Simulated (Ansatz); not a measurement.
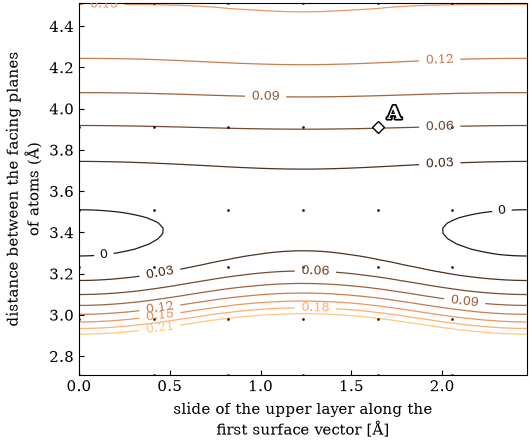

A bilayer of two C sheets, the upper one turned by 180 degrees about the normal (4 atoms in the cell). The upper layer of a bilayer is slid along a line and lifted, both layers rigid. The first coordinate is: slide of the upper layer along the first surface vector, from C3 above C1; the second: distance between the facing planes of atoms. Grid: 6 × 6 points; 24 points were computed and 12 follow by symmetry. Points are written as (first, second). All energies are given in J/m² relative to the lowest grid point. Computed with DFT PBE+D3(BJ), scalar-relativistic, plane waves, PAW in Ansatz 0.2.0. Settings: cutoff 420 eV, k-mesh 15×15×1, gaussian smearing 0.1 eV, no spin polarisation.

The picture shows contour lines labelled in J/m² (none above 0.21), dots at the grid points, the point A. Between grid points the surface is interpolated.

### Is A at rest? If not, where is it pushed?

A, at (1.64 Å, 3.91 Å), is not a stationary point. The computed force is 0.0037 J/m² for each Å towards larger values of the first coordinate and 0.16 J/m² for each Å towards smaller values of the second coordinate.

PAW datasets: the set soft_1.
